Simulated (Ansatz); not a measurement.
N

Input file:

```
crystal:
  lattice:
    - [0.0, 1.462189884, 1.7546278608]
    - [1.462189884, 0.0, 1.7546278608]
    - [1.462189884, 1.462189884, 0.0]
  atoms:
    - { symbol: "N", position: [0.0, 0.0, 0.0] }
basis:
  ecutwfc: 420
kpoints:
  mp_grid: { grid: [28, 28, 28] }
hamiltonian:
  xc: pbe
  dispersion: d3bj
scf:
  occupations: { method: gaussian, width: 0.15 }
output:
  forces: true
  stress: true
  eigenvalues: true
  write_density: true
  write_potential: true
  elf: true
  volumetric_format: npy
```

Run with:

```sh
ansatz run input.yaml --threads 1 --pin off --max-ram 1228MiB --backend cpu --events-out ev --progress --plain --runs-dir out
```

Below, planes, directions and counts refer to the conventional cell (a = 2.07 Å, b = 2.07 Å, c = 3.51 Å, α = 90.00°, β = 90.00°, γ = 90.00°).

Space group I4/mmm; a structure from a database of computed crystals, not necessarily the ambient phase; computed without spin polarisation.

All numbers below come from DFT PBE+D3(BJ), scalar-relativistic, plane waves, PAW in Ansatz.

The density is the valence pseudo-density of a PAW calculation; it isn't the true density close to the nuclei.

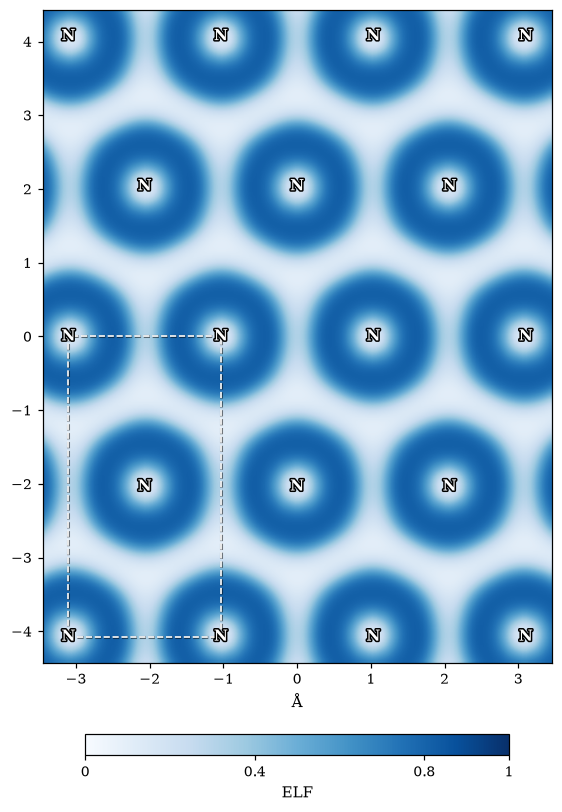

Figure 1. Electron localisation function on the (011) plane of the conventional cell.

Question: Interpret the plot.

Answer: The section cuts through N sites.
N–N (2.07 Å): the ELF peaks at about 0.80 in the valence shell of N, 0.6 Å from its nucleus, and drops to about 0.30 between the two atoms.

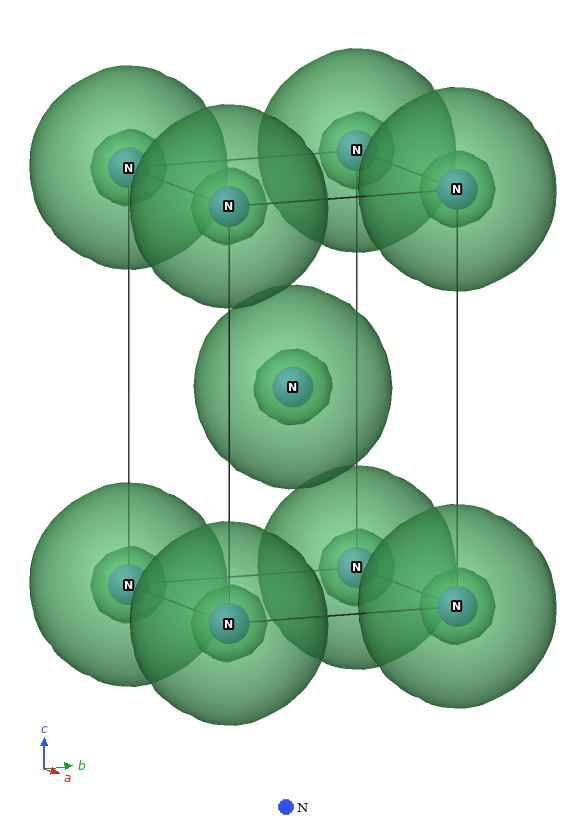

Figure 2. Isosurface of the ELF at 0.6 (green), seen slightly off an axis. Core shells and regions of very low density are left out.

Question: Identify the bonds, lone pairs and shells in this picture.

Answer: The ELF exceeds this value in two regions wrapped around N (the valence shell of each), counted in one cell of 2 atoms. Regions shared between cells count once.

Question: Does the calculation make it a metal, or give it a gap?

Answer: It is gapless in this calculation (a metal or semimetal).
